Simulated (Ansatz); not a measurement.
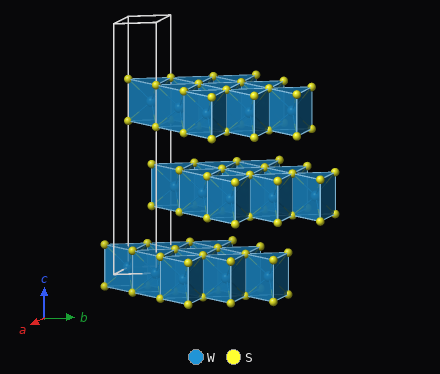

Polyhedra are drawn about W (bonds: S–W below 2.7 Å); other atoms are plain spheres.

WS2 (space group R3m, No. 160). Coordinates: the input geometry of an electronic-structure calculation (not necessarily at equilibrium); the starting structure was generated, so it need not be a known form of this composition.

Sharing among the drawn polyhedra:

```tsv
site	polyhedron	corner-sharing neighbours	edge-sharing	face-sharing	bond (Å)
W	WS6 trigonal prism	0	6	0	2.41
```

They form layers of edge-sharing trigonal prisms parallel to (001).
